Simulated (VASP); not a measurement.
Consider AlP (slab).

```
CELL_PARAMETERS angstrom
5.45100 0.00000 0.00000
0.00000 3.85444 0.00000
0.00000 0.00000 18.49054
ATOMIC_POSITIONS crystal
Al 0.50000 0.50000 0.13520
Al 0.00000 0.00000 0.23943
Al 0.50000 0.50000 0.34366
Al 0.00000 0.00000 0.44789
Al 0.50000 0.50000 0.55211
Al 0.00000 0.00000 0.65634
Al 0.50000 0.50000 0.76057
Al 0.00000 0.00000 0.86480
P 0.75000 0.00000 0.13520
P 0.25000 0.50000 0.23943
P 0.75000 0.00000 0.34366
P 0.25000 0.50000 0.44789
P 0.75000 0.00000 0.55211
P 0.25000 0.50000 0.65634
P 0.75000 0.00000 0.76057
P 0.25000 0.50000 0.86480
```

Not relaxed (largest force 1.9 eV/Å).

Method: Kohn-Sham DFT of a periodic cell, PBEsol, VASP PAW PBE potentials, recommended in VASP 6.6.1.

What can the converged valence pseudo-density tell about the bonding?

Al–P (2.36 Å): the density is about 0.52 e/Å³ at the midpoint.

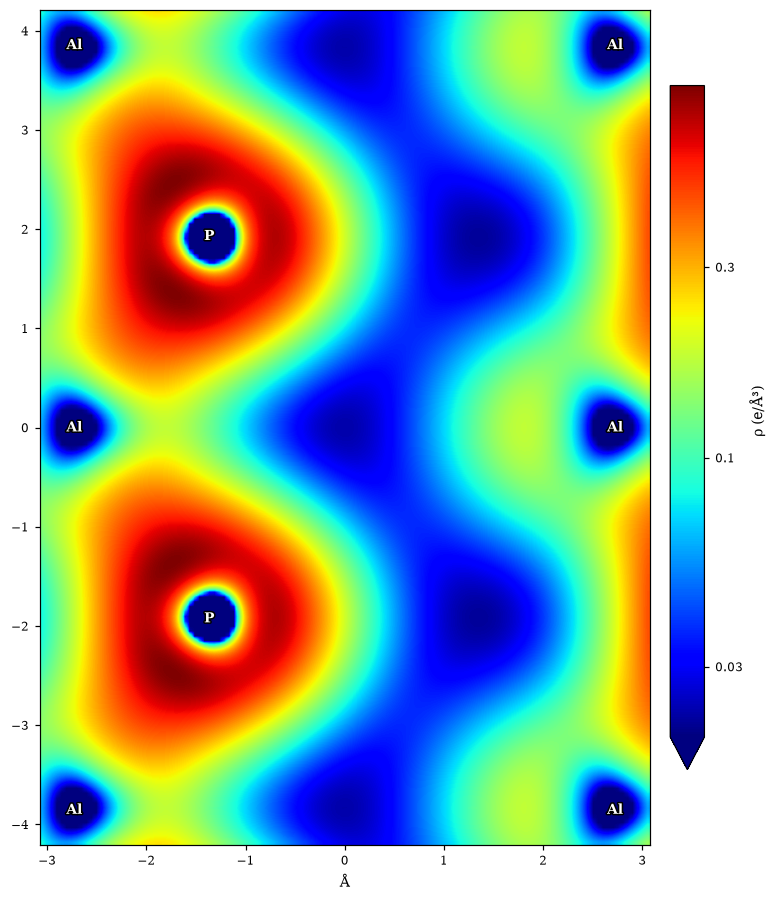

Computed valence pseudo-density on the (001) plane of the calculation cell. 
